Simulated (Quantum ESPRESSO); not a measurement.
System: W (space group Im-3m).

How it was computed, with Quantum ESPRESSO 7.5: plane-wave DFT, no spin polarisation; energies at scaled volumes of the given cell, shape and fractions fixed, counted from the fit's minimum, third-order Birch-Murnaghan fit. All runs: no spin polarisation.

- k mesh: 12×12×12
- occupations: Fermi–Dirac
- smearing width: 0.05 eV

Settings that differ: LDA: density cutoff 3810 eV, wave cutoff 952 eV, potentials PseudoDojo-0.4.1-SR-LDA-standard; PBE + D3(BJ): density cutoff 4030 eV, wave cutoff 1010 eV, potentials PseudoDojo-0.4.1-SR-PBE-standard.

Predict the energy against volume, with one curve for each functional. The cases: LDA; PBE + D3(BJ).

The fitted equilibrium volumes, smallest first, are LDA 15.356, PBE + D3(BJ) 15.860 Å³/atom. The fitted bulk moduli, smallest first, are PBE + D3(BJ) 313.6, LDA 327.4 GPa.

LDA:
```tsv
volume (Å³/atom)	energy (meV/atom)
14.90	15
15.21	1
15.53	2
15.85	15
16.16	40
16.48	75
16.80	119
```

PBE + D3(BJ):
```tsv
volume (Å³/atom)	energy (meV/atom)
14.90	63.30
15.21	27.56
15.53	6.96
15.85	-0.02
16.16	5.54
16.48	22.41
16.80	49.54
```

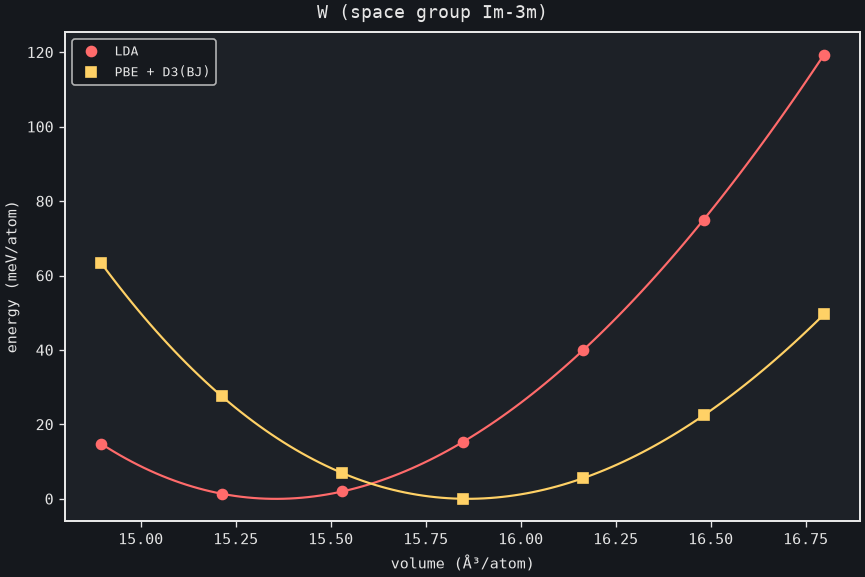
